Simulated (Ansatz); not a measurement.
**Si: 5 runs along one coordinate**

System: Si (P6/mmm, 1 atom in the cell).
Method: Kohn-Sham DFT of a periodic cell, PBE, Ansatz PAW, no spin polarisation (Ansatz 0.2.0).

The 5 runs differ only in the geometry, by an even scaling of the cell at fixed fractional positions. The structure derives from a Materials Project entry.

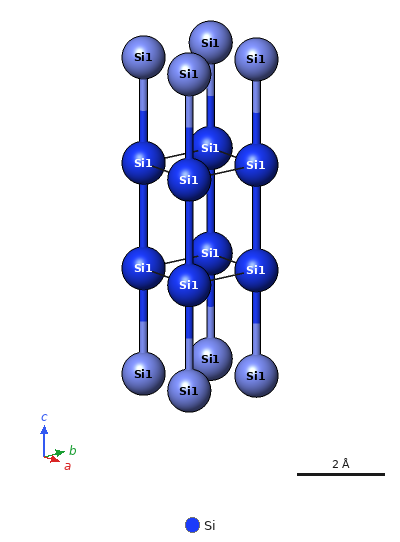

Figure 1. The structure of run 3 (ball-and-stick view of the cell of the calculation, seen slightly off an axis; neighbours outside the cell are drawn fainter; atoms are numbered from 1 in the order of the input).

**Input of run 3**
```yaml
crystal:
  lattice:
    - [2.6205428149, 0.0, 0.0]
    - [-1.3102714075, 2.2694566494, 0.0]
    - [0.0, 0.0, 2.46635439]
  atoms:
    - { symbol: Si, position: [0.0, 0.0, 0.0] }
hamiltonian:
  xc: pbe
  pseudopotentials: { kind: paw }
kpoints:
  mp_grid: { grid: [12, 12, 11] }
scf:
  occupations: { method: fermi_dirac, width: 0.05 }
output:
  forces: true
  stress: true
  eigenvalues: true
```

Command:
```bash
ansatz run input.yaml --threads 2 --pin off --max-ram 5120MiB --backend cpu --events-out ev --progress --plain --runs-dir out
```

Lattice vectors (Å) and fractional positions of run 3:
```
   2.620543    0.000000    0.000000
  -1.310271    2.269457    0.000000
   0.000000    0.000000    2.466354
Si  0.000000  0.000000  0.000000
```

Run 4 differs from it as follows:
```diff
-    - [2.6205428149, 0.0, 0.0]
-    - [-1.3102714075, 2.2694566494, 0.0]
-    - [0.0, 0.0, 2.46635439]
+    - [2.655027596, 0.0, 0.0]
+    - [-1.3275137981, 2.2993213459, 0.0]
+    - [0.0, 0.0, 2.4988101434]
```

**Results, with one run withheld**

| run | volume per atom (Å³) | free energy per atom, from the lowest run given (meV) | pressure (GPa) |
| --- | --- | --- | --- |
| 1 | 13.788 | 39.53 | 11.77 |
| 2 | 14.375 | 7.99 | 5.68 |
| 3 | 14.668 | 0.00 | 3.09 |
| 4 | 15.255 | ? | ? |
| 5 | 15.548 | 1.16 | −3.16 |

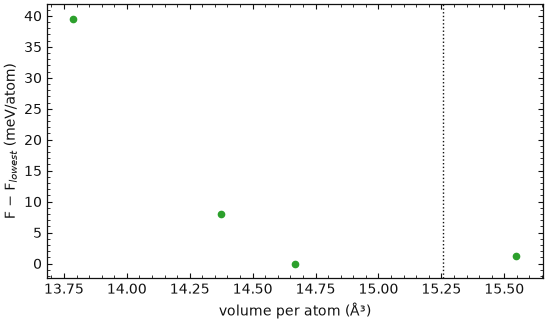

Figure 2. Free energy per atom of the runs given; the dotted line marks run 4.

Fit the runs given and predict run 4.

A quadratic polynomial in V^(−2/3) (the Birch–Murnaghan form), fitted to the 4 runs given, misses them by at most 0.03 meV per atom. With x = V^(−2/3) − 0.16762 Å⁻², it reads F = 2.1014 + 3213 x + 4.3438e+05 x² (meV per atom). At run 4 it gives −3.05 meV per atom, and the run itself gives −2.96. The slope of the fit gives a pressure −dF/dV of −1.33 GPa there, and the run prints −1.31 GPa. The fit has its minimum at 15.068 Å³ per atom, where V d²F/dV² gives 110 GPa. Cell shape and fractional positions are held, so this is the stiffness under even scaling; the relaxed bulk modulus wasn't computed.

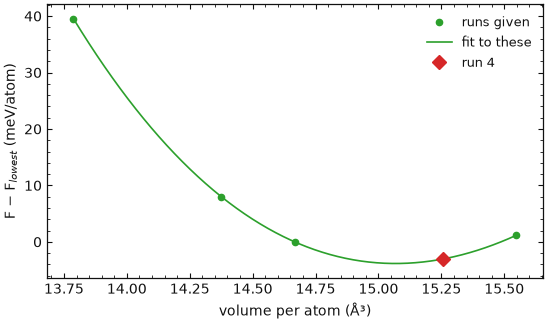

Figure 3. The fit and the withheld run.

**Output, shortened to warnings, some set-up lines, iterations and results (run 4)**
```
Basis set: ecut = 420 eV, 315 PW (Γ), exchange–correlation on 36×36×36 points (8 copies of the dense FFT grid, shifted against one another)
Symmetry: 24 space group operations
k-points: 114 of 1584
Initial density: superposition of atomic densities (neutral atoms: chi_scale 0, normalization atom), corrected by the library's trained network
[...]
SCF iter   1: F=—  HF=-635.510520 eV  |F-HF|=—  |Δ(HF+E_count)|=         —  Δρ=1.49e-3  dr2=2.88e-4  ethr=1.77e-3  ⟨swp⟩=5.4  Hψ=6447  notcnv=0
SCF iter   2: F=—  HF=-635.510488 eV  |F-HF|=—  |Δ(HF+E_count)|=   3.11e-5  Δρ=5.10e-4  dr2=2.17e-5  ethr=7.19e-6  ⟨swp⟩=1.6  Hψ=1681  notcnv=0
SCF iter   3: F=—  HF=-635.510485 eV  |F-HF|=—  |Δ(HF+E_count)|=   3.24e-6  Δρ=1.26e-4  dr2=9.75e-7  ethr=5.42e-7  ⟨swp⟩=1.7  Hψ=831  notcnv=0
SCF iter   4: F=-635.510486 eV  HF=-635.510486 eV  |F-HF|=6.36e-9  |Δ(HF+E_count)|=   1.18e-6  Δρ=9.20e-6  dr2=1.30e-8  ethr=2.44e-8  ⟨swp⟩=2.0  Hψ=897  notcnv=0
SCF iter   5: F=-635.510486 eV  HF=-635.510486 eV  |F-HF|=8.57e-10  |Δ(HF+E_count)|=   4.07e-9  Δρ=3.32e-6  dr2=1.77e-9  ethr=3.25e-10  ⟨swp⟩=1.1  Hψ=682  notcnv=0
SCF iter   6: F=-635.510486 eV  HF=-635.510486 eV  |F-HF|=8.30e-12  |Δ(HF+E_count)|=  6.82e-10  Δρ=3.48e-7  dr2=1.99e-11  ethr=4.43e-11  ⟨swp⟩=1.4  Hψ=2066  notcnv=0
SCF 1 converged in 6 iterations: F = -635.510486 eV  dr2 = 1.99e-11
SCF converged after 6 iterations
Free energy (F): -635.510486 eV
Harris-Foulkes:  -635.510486 eV  (|F-HF|=8.30e-12)
Internal energy: -635.507219 eV  (E = F + TS)
E sigma→0 (E₀):  -635.508853 eV
Entropy (-TS):   -0.003268 eV (-3.268 meV/atom)
Fermi energy:    9.688500 eV
--- Per-component energies (eV) ---
  E_band       = 16.992529
  E_kinetic    = 40.791993
  E_local      = -1.800261  (includes V_loc(G=0)·N_el)
  E_nonlocal   = 25.350113
  E_hartree    = 1.129632
  E_xc         = -55.726464
  E_vxc        = -47.487606  (∫ρ·V_xc dr)
  E_paw        = -512.383938  (= ΣΔE_a)
  E_vpaw       = -2.120988  (= ΣTr[D̂ρ^β])
  E_aug_tail   = 0.000006  (compensation charges beyond the density's cutoff)
  E_ewald      = -132.868300
  E_smearing   = -0.003268  (= −TS)
  E_closure    = 0.000000  (closes the sum)
  Σ components = -635.510486   (vs F -635.510486, Δ=0.00e0)
--- Forces (eV/Å), atoms counted from 1 ---
  atom   1  Si    -0.00000000    -0.00000000     0.00000000
  max |Σ_I F_I| component: 1.03e-33 eV/Å
--- Stress (GPa, compression-positive) ---
       -2.456750       0.000000       0.000000
       -0.000000      -2.456750       0.000000
        0.000000       0.000000       0.991079
  P = ⅓ Tr σ = -1.3075 GPa (-13.075 kbar)
```
